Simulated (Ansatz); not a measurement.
## Fe: single-point calculation

System: Fe (Fmmm, 1 atom in the cell).
Method: DFT, r2SCAN, PAW with Ansatz's default frozen-core files, scalar-relativistic, spin-polarised (Ansatz 0.2.0).

The structure derives from a Materials Project entry. It belongs to a series of runs on one base structure; here: free moments from the typed start, PAW files. Figures and captions count atoms from 1; the log counts them from 0 in places.

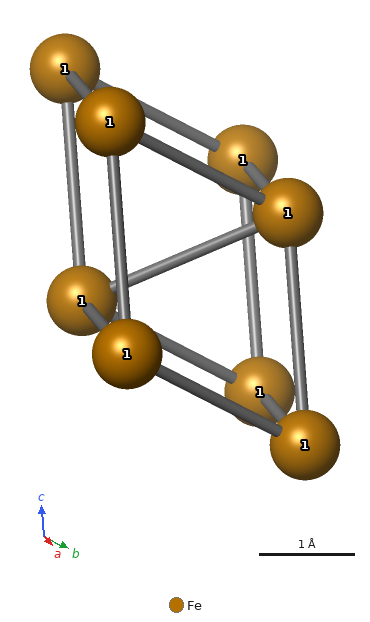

Fig. 1: The structure as given in the input (ball-and-stick view of the reduced cell, seen slightly off an axis; atoms are numbered from 1 in the order of the input).

### The input
```yaml
crystal:
  lattice:
    - [0.0, 1.9417396906, 1.9651051623]
    - [1.4984397099, 0.0, 1.9651051623]
    - [1.4984397099, 1.9417396906, 0.0]
  atoms:
    - { symbol: Fe, position: [0.0, 0.0, 0.0], spin: 3.0 }
magnetization:
  spin_polarized: true
kpoints:
  mp_grid: { grid: [14, 14, 14] }
scf:
  occupations: { method: fermi_dirac, width: 0.1 }
  lower_state_search: "off"
hamiltonian:
  xc: r2scan
  pseudopotentials: { kind: paw }
output:
  forces: true
  stress: true
  eigenvalues: true
  populations: true
  dos: { projected: true, de: 0.1, e_range: [-8, 5] }
  write_density: true
  write_potential: true
  elf: true
  volumetric_format: npy
```

Hardware: 1 thread of Arm Neoverse V1, 24 GiB of memory available, shared host.

Command:
```bash
ansatz run input.yaml --threads 1 --pin off --max-ram 3072MiB --backend cpu --events-out ev --progress --plain --runs-dir out
```

### What the program printed
```
Engine: ansatz 0.2.0, aarch64-unknown-linux-gnu
Pseudopotentials: kind: paw
Pseudopotential: Fe, paw, valence charge 16, recommended cutoff 500 eV (meta_gga), Fe.paw.azcp
Functional definition: r2SCAN
  parameter k0 = 0.174
  parameter k1 = 0.065
  parameter a1 = 4.9479
  exchange = r2scan_x(k0 = k0, k1 = k1, a1 = a1)
  correlation = r2scan_c
Crystal: 1 atoms, lattice volume = 11.435 Å³
Basis set: ecut = 500 eV, 289 PW (Γ), exchange–correlation on 96×80×72 points (64 copies of the dense FFT grid, shifted against one another)
Bands: 14, of which v1, the nominal top of the filled ones, is band 8 counted from 1 (7 counted from 0)
Symmetry: 8 space group operations
Space group: Fmmm (ITA 69), of the structure as read, at distance tolerance 2.3e-5 Å
Magnetic group: BNS 69.521 (UNI 619), of the structure as read, at distance tolerance 2.3e-5 Å
k-points: 428 of 2744
Non-local potential: Fe, projectors of the file, l = 0: 3, l = 1: 2, l = 2: 3, l = 3: 1
PAW form: soft (Blöchl's): semilocal exchange-correlation on the pseudo side does not see the compensation charge
PAW frozen core: Fe, regenerated for the run's functional (the file was generated under x = pbe(κ = 0.804, μ = 0.2195149727645171), c = pbe(β = 0.06672455060314922))
PAW one-centre angular grid: Fe, 590 points (default); XC on 160 Gauss nodes
Initial density: superposition of atomic densities (chi_scale 0.1, normalization cell)
Starting moments: Σ|m| = 3 μB on 1 of 1 site
Initial wavefunctions: pseudopotential atomic-orbital guess
Functional: x = r2scan, c = r2scan; τ floored in thin density (d = 2e-4 eV/Å³)
iter 1 solved again at ethr=1.55e-3 eV; its pass at ethr=3.10e-3 eV (dr2=2.47e-1 eV) is discarded
SCF iter   1: F=-4485.681316 eV  HF=-4485.655652 eV  |F-HF|=2.57e-2  |Δ(HF+E_count)|=         —  Δρ=5.23e-2 (↑1.77e-2 ↓5.23e-2)  dr2=2.48e-1  dr2_τ=6.60e-3  dr2_m=6.77e-2  M=2.682 μB ∫|m|=2.762 μB  β_m=1.20  ethr=1.55e-3  ⟨swp⟩=1.0  Hψ=84272  notcnv=0
Mixer restart at iter 1: flushing history
preconditioner: auto → none  [metal: Δε(μ)=0.007 eV  Ē_g=15.846 eV  σ=0.100 eV  W_gap=0.02  n_scr=0 (ndim 8)  ℏωp=31.1 eV  f_vac=0.000  D(μ)=0.87/eV (n_scr^D=12)]
spin-set hold released at iteration 1 (the charge has settled, or the pull on large starting moments outlasts its swing): the magnetisation degrees of freedom join the quasi-Newton model from the next iteration; the mixer history was flushed
SCF iter   2: F=-4485.867713 eV  HF=-4485.834863 eV  |F-HF|=3.29e-2  |Δ(HF+E_count)|=   1.79e-1  Δρ=1.19e-2 (↑1.19e-2 ↓1.16e-2)  dr2=4.91e-3  dr2_τ=8.27e-4  dr2_m=8.65e-3  M=2.587 μB ∫|m|=2.829 μB  β_m=1.20  ethr=1.55e-3  ⟨swp⟩=2.5  Hψ=25507  notcnv=0  κ⁻¹=1.0e0(r=1)
SCF iter   3: F=-4485.878423 eV  HF=-4485.841671 eV  |F-HF|=3.68e-2  |Δ(HF+E_count)|=   6.81e-3  Δρ=6.95e-3 (↑5.08e-3 ↓6.95e-3)  dr2=4.50e-3  dr2_τ=1.76e-4  dr2_m=1.08e-4  M=2.578 μB ∫|m|=2.854 μB  β_m=1.20  ethr=3.07e-5  ⟨swp⟩=2.2  Hψ=29938  notcnv=0  defer=155  κ⁻¹=3.5e-2(r=2)
SCF iter   4: F=-4485.882037 eV  HF=-4485.860999 eV  |F-HF|=2.10e-2  |Δ(HF+E_count)|=   1.93e-2  Δρ=4.49e-3 (↑3.99e-3 ↓4.49e-3)  dr2=1.89e-3  dr2_τ=7.05e-5  dr2_m=3.01e-5  M=2.580 μB ∫|m|=2.866 μB  β_m=1.20  ethr=2.81e-5  ⟨swp⟩=2.6  Hψ=24465  notcnv=0  defer=170  κ⁻¹=9.1e-4(r=3)
SCF iter   5: F=-4485.885411 eV  HF=-4485.884573 eV  |F-HF|=8.38e-4  |Δ(HF+E_count)|=   2.36e-2  Δρ=1.22e-3 (↑1.22e-3 ↓1.22e-3)  dr2=2.98e-4  dr2_τ=3.54e-6  dr2_m=5.52e-7  M=2.588 μB ∫|m|=2.885 μB  β_m=1.20  ethr=1.18e-5  ⟨swp⟩=2.1  Hψ=26761  notcnv=0  defer=174  κ⁻¹=1.8e-4(r=4)
SCF iter   6: F=-4485.885504 eV  HF=-4485.885480 eV  |F-HF|=2.46e-5  |Δ(HF+E_count)|=   9.07e-4  Δρ=9.57e-4 (↑9.57e-4 ↓5.48e-4)  dr2=1.30e-4  dr2_τ=3.83e-7  dr2_m=8.08e-6  M=2.589 μB ∫|m|=2.887 μB  β_m=1.20  ethr=1.86e-6  ⟨swp⟩=2.8  Hψ=20127  notcnv=0  defer=174  κ⁻¹=5.0e-5(r=5)
SCF iter   7: F=-4485.885538 eV  HF=-4485.885561 eV  |F-HF|=2.29e-5  |Δ(HF+E_count)|=   8.13e-5  Δρ=2.83e-4 (↑2.83e-4 ↓2.26e-4)  dr2=1.67e-5  dr2_τ=1.23e-7  dr2_m=1.86e-7  M=2.590 μB ∫|m|=2.889 μB  β_m=1.20  ethr=8.09e-7  ⟨swp⟩=2.5  Hψ=20161  notcnv=0  defer=174  κ⁻¹=1.1e-5(r=6)
SCF iter   8: F=-4485.885542 eV  HF=-4485.885540 eV  |F-HF|=1.42e-6  |Δ(HF+E_count)|=   2.09e-5  Δρ=5.69e-5 (↑4.56e-5 ↓5.69e-5)  dr2=4.28e-7  dr2_τ=1.77e-8  dr2_m=1.22e-8  M=2.590 μB ∫|m|=2.890 μB  β_m=1.20  ethr=1.04e-7  ⟨swp⟩=2.0  Hψ=16858  notcnv=0  defer=174  κ⁻¹=7.3e-7(r=7)
SCF iter   9: F=-4485.885542 eV  HF=-4485.885541 eV  |F-HF|=6.22e-7  |Δ(HF+E_count)|=   1.17e-6  Δρ=4.03e-5 (↑4.03e-5 ↓3.72e-5)  dr2=3.09e-7  dr2_τ=5.96e-9  dr2_m=4.35e-9  M=2.590 μB ∫|m|=2.890 μB  β_m=1.20  ethr=6.25e-10  ⟨swp⟩=10.0  Hψ=80542  notcnv=0  κ⁻¹=1.0e-7(r=8)
SCF iter  10: F=-4485.885542 eV  HF=-4485.885542 eV  |F-HF|=1.28e-8  |Δ(HF+E_count)|=   7.69e-7  Δρ=1.66e-5 (↑1.48e-5 ↓1.66e-5)  dr2=4.60e-8  dr2_τ=2.68e-10  dr2_m=4.91e-10  M=2.590 μB ∫|m|=2.890 μB  β_m=1.20  ethr=6.25e-10  ⟨swp⟩=6.5  Hψ=70114  notcnv=0  κ⁻¹=1.9e-7(r=8)
SCF iter  11: F=-4485.885542 eV  HF=-4485.885542 eV  |F-HF|=1.33e-9  |Δ(HF+E_count)|=   2.74e-8  Δρ=8.45e-6 (↑8.45e-6 ↓7.64e-6)  dr2=7.09e-9  dr2_τ=1.68e-10  dr2_m=3.39e-10  M=2.590 μB ∫|m|=2.890 μB  ethr=2.87e-10  ⟨swp⟩=7.1  Hψ=57731  notcnv=0
SCF 1 converged in 11 iterations: F = -4485.885542 eV  dr2 = 7.09e-9
  greatest PAW one-centre occupation: 1.004 electrons in one spin orbital (limit 2), on the Fe atom at site 0 (counted from 0), in its partial waves of l = 1
```

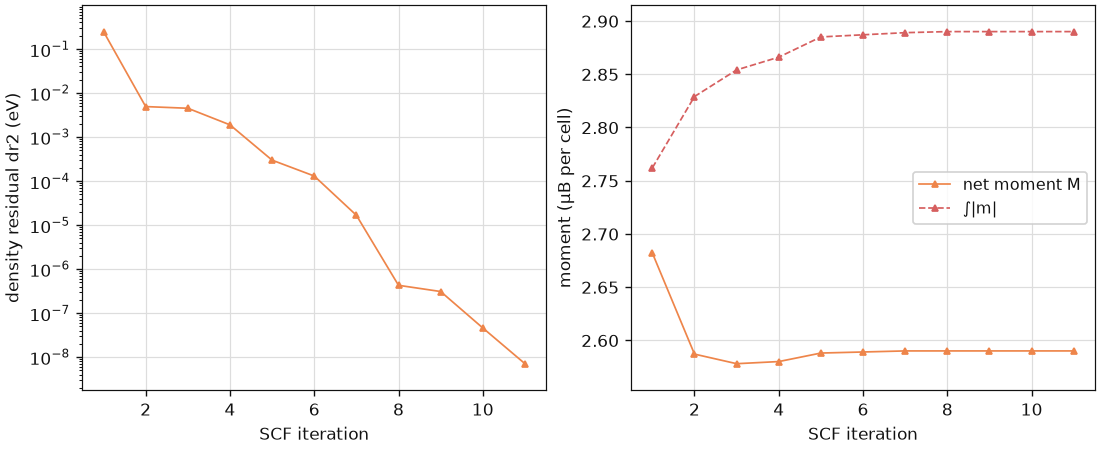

Fig. 2: Convergence of the self-consistent field: density residual dr2 and magnetic moment against the SCF iteration. The residual falls at every step. The net moment goes from 2.7 to 2.6 μB per cell.

```
this state was not tested for a lower state beside it, because the mixer in use, unlike msr1, does not test its closes by its own steps (another_mixer; see scf.mixing.algorithm and scf.lower_state_search)
SCF converged after 11 iterations
Magnetization: 2.5901 μB (9.2950 up, 6.7050 down)
Absolute magnetization: 2.8906 μB (∫|ρ↑−ρ↓|, with the PAW one-centre terms)
Spin contamination: 0.1100 ħ² per cell (⟨S²⟩ above its minimum at these occupations)
Per-site moments (μB) at R_I (Å): [(2.731776557198021, 1.011733477502028)]
Free energy (F): -4485.885542 eV
Harris-Foulkes:  -4485.885542 eV  (|F-HF|=1.33e-9)
Internal energy: -4485.861851 eV  (E = F + TS)
E sigma→0 (E₀):  -4485.873697 eV
Entropy (-TS):   -0.023691 eV (-23.691 meV/atom)
Fermi energy:    18.356419 eV
--- Per-component energies (eV) ---
  E_band       = -235.062780
  E_kinetic    = 349.694239
  E_local      = -2075.968437  (includes V_loc(G=0)·N_el)
  E_nonlocal   = 222.962120
  E_hartree    = 873.046222
  E_xc         = -113.198565
  E_vxc        = -168.063458  (∫ρ·V_xc dr)
  E_paw        = -1379.223230  (= ΣΔE_a)
  E_vpaw       = -321.886911  (= ΣTr[D̂ρ^β])
  E_aug_tail   = 0.000252  (compensation charges beyond the density's cutoff)
  E_vtau       = 12.103828  (kinetic-family band-sum trace: ∫τ·v_τ [+ j·A + Jᵃ·Aᵃ] dr)
  E_ewald      = -2362.884979
  E_core_change = -0.289475  (= ΣΔE_core)
  E_smearing   = -0.023691  (= −TS)
  E_closure    = 0.000000  (closes the sum)
  Σ components = -4485.885542   (vs F -4485.885542, Δ=0.00e0)
--- Forces (eV/Å), atoms counted from 1 ---
  atom   1  Fe     0.00000000     0.00000000    -0.00000000
  max |Σ_I F_I| component: 1.08e-31 eV/Å
--- Stress (GPa, compression-positive) ---
        1.035390      -0.000000       0.000000
       -0.000000       7.455158      -0.000000
        0.000000      -0.000000       6.430700
  P = ⅓ Tr σ = 4.9737 GPa (49.737 kbar)
--- Band table (eV; the first three rows and the last of 856) ---
  k-point 0 ↑: bands = ["-73.7339", "-38.2122", "-38.1787", "-38.1630", "9.6089", "15.2054", "15.2720", "15.5703", "16.3318", "16.7145", "42.4595", "43.9550", "44.2209", "48.5944"]
  k-point 1 ↑: bands = ["-73.7303", "-38.2216", "-38.1899", "-38.1689", "9.8214", "15.2187", "15.2823", "15.6060", "16.3010", "16.6903", "41.6881", "43.2864", "43.9647", "47.8308"]
  k-point 2 ↑: bands = ["-73.7200", "-38.2642", "-38.2175", "-38.1727", "10.4344", "15.1859", "15.2322", "15.8443", "16.2404", "16.6463", "39.0116", "42.2968", "43.6154", "46.9343"]
  k-point 427 ↓: bands = ["-69.4331", "-34.4559", "-34.1261", "-33.9943", "14.7085", "16.5825", "18.6996", "21.3422", "21.4239", "21.8355", "28.2759", "36.1793", "38.5640", "42.0921"]
--- Löwdin populations: 1 site ---
  site symbol       q [e]    m [muB]
     0     Fe     15.7448     2.7317
  spilling = 0.015949 (of n_electrons = 16.000000)
```

### File populations.tsv
```
# site	symbol	l	j	q_up	q_dn
# orbitals = lowdin
# n_electrons = 16.000000
# spilling = 0.015949
0	Fe	0_3S	-	0.992634	0.993075
0	Fe	0_4S	-	0.423478	0.511809
0	Fe	1_3P	-	2.998299	2.997935
0	Fe	2_3D	-	4.823841	2.003739
```

### File rho_z.tsv
```
# z_ang	rho[e/angstrom^3]	rho_spin[e/angstrom^3]
# format = ansatz-planar-average/11
# lattice	0.000000000	1.941739691	1.965105162
# lattice	1.498439710	0.000000000	1.965105162
# lattice	1.498439710	1.941739691	0.000000000
# sites	1
# site	26	0.000000000	0.000000000	0.000000000
0.000000	3.422886e0	6.399069e-1
0.136260	3.178761e0	5.922740e-1
0.272521	2.565062e0	4.713345e-1
0.408781	1.835773e0	3.254198e-1
0.545042	1.204343e0	1.965369e-1
0.681302	7.600491e-1	1.021774e-1
0.817562	4.962224e-1	4.123250e-2
0.953823	3.684102e-1	6.839029e-3
1.090083	3.192438e-1	-9.820160e-3
1.226344	3.066420e-1	-1.494612e-2
1.362604	3.192438e-1	-9.820160e-3
1.498864	3.684102e-1	6.839029e-3
1.635125	4.962224e-1	4.123250e-2
1.771385	7.600491e-1	1.021774e-1
1.907646	1.204343e0	1.965369e-1
2.043906	1.835773e0	3.254198e-1
2.180166	2.565062e0	4.713345e-1
2.316427	3.178761e0	5.922740e-1
```

### File v_z.tsv
```
# z_ang	v_es[eV]	v_tot_up[eV]	v_tot_dn[eV]
# format = ansatz-planar-average/11
# xc	r2scan
# density_cutoff_ev	2000
# datasets	Fe=:simpson_from_first_knot:soft:shift=0
# lattice	0.000000000	1.941739691	1.965105162
# lattice	1.498439710	0.000000000	1.965105162
# lattice	1.498439710	1.941739691	0.000000000
# sites	1
# site	26	0.000000000	0.000000000	0.000000000
0.000000	6.882038e-2	-1.662587e1	-1.641700e1
0.136260	5.128741e-1	-1.601772e1	-1.577624e1
0.272521	1.823948e0	-1.420172e1	-1.396289e1
0.408781	3.930912e0	-1.131202e1	-1.105351e1
0.545042	6.678293e0	-7.548759e0	-7.412508e0
0.681302	9.786359e0	-3.355095e0	-3.533828e0
0.817562	1.284009e1	6.871477e-1	1.260897e-1
0.953823	1.536390e1	4.056569e0	2.824737e0
1.090083	1.695103e1	5.960819e0	4.472280e0
1.226344	1.746352e1	6.421722e0	5.102716e0
1.362604	1.695103e1	5.960819e0	4.472280e0
1.498864	1.536390e1	4.056569e0	2.824737e0
1.635125	1.284009e1	6.871477e-1	1.260897e-1
1.771385	9.786359e0	-3.355095e0	-3.533828e0
1.907646	6.678293e0	-7.548759e0	-7.412508e0
2.043906	3.930912e0	-1.131202e1	-1.105351e1
2.180166	1.823948e0	-1.420172e1	-1.396289e1
2.316427	5.128741e-1	-1.601772e1	-1.577624e1
```

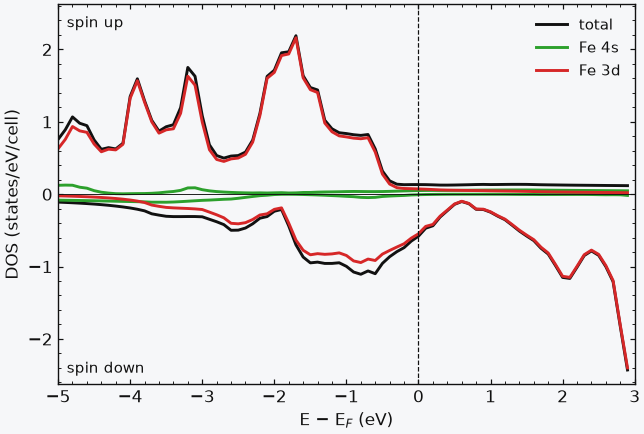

Fig. 3: Density of states (projected on Löwdin-orthogonalised atomic shells), with energies from the Fermi level. There are states at the Fermi level: a metal at this level of theory.

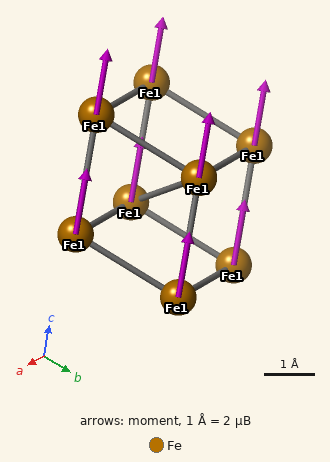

Fig. 4: Magnetic moments of the sites as pink arrows (ball-and-stick view of the reduced cell, seen slightly off an axis; atoms are numbered from 1 in the order of the input); small moments hardly show. The run is collinear, so the axis drawn is arbitrary. Site moments: Fe1 (2.73 μB). They are counted near the atoms and needn't add up to the moment of the cell.

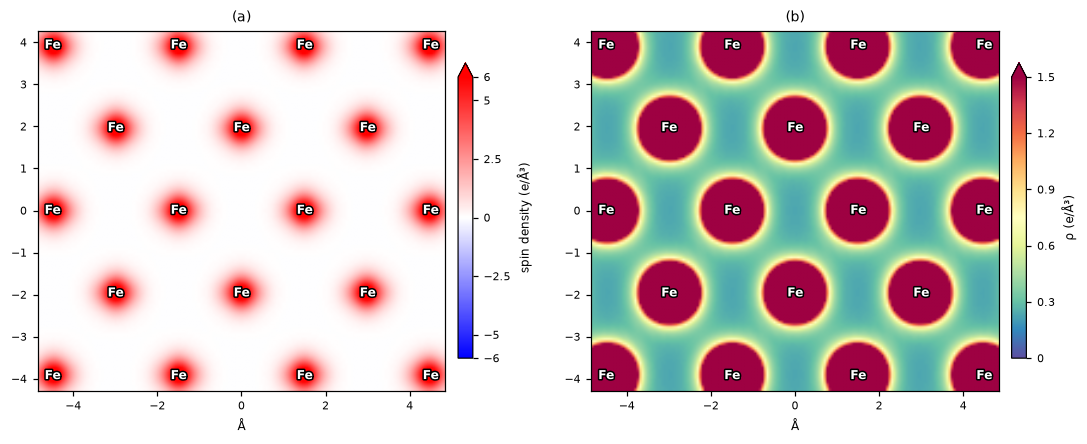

Fig. 5: (a) spin density (up minus down); (b) valence electron density on the (010) plane of the conventional cell. Atoms in the plane: Fe. Fe–Fe (2.47 Å): ρ at the midpoint is about 0.35 e/Å³. Away from the nuclei the density in this plane falls to 0.23 e/Å³ at its lowest. The cell of the calculation (1 atoms) carries 2.6 μB net. Core electrons are frozen (PAW), so the fields are smoothed inside the atomic spheres.

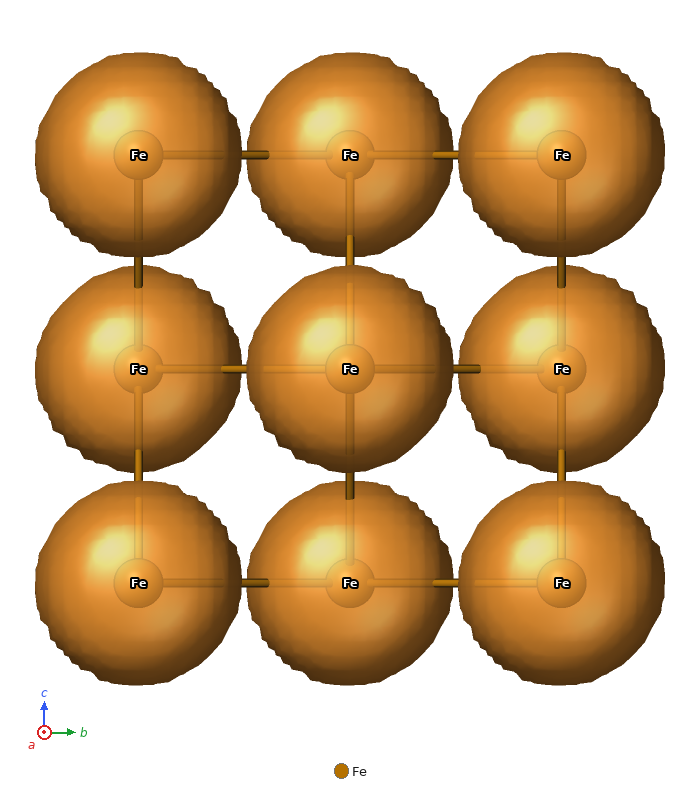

Fig. 6: Isosurface of the valence charge density (pseudo) at 0.5 e/Å³ (orange), seen along the a axis. Sticks mark near contacts. The outline is the cell set on symmetry axes. At this value the density breaks into separate islands; it holds about 85 % of the electrons treated as valence (semicore included). It is pinched off along the Fe–Fe (2.45 Å) contacts. On the grid the lowest density along these lines, outside the cores, is 0.36 e/Å³ (Fe–Fe, 2.45 Å).

### Key numbers

| quantity | value |
| --- | --- |
| outcome | converged |
| space group (tolerance 0.01 Å) | Fmmm (69) |
| electrons treated | 16 |
| free energy | −4485.8855 eV |
| Fermi energy | 18.356 eV |
| net moment of the cell | 2.59 μB |
| integrated absolute moment | 2.89 μB |
| pressure | 4.97 GPa |
| electronic character | metal |
| largest force (length of the vector) | under 0.001 eV/Å |
| wall time | 42 s |
| peak memory | 0.44 GiB |

The program warns: the state was not tested for a lower one.
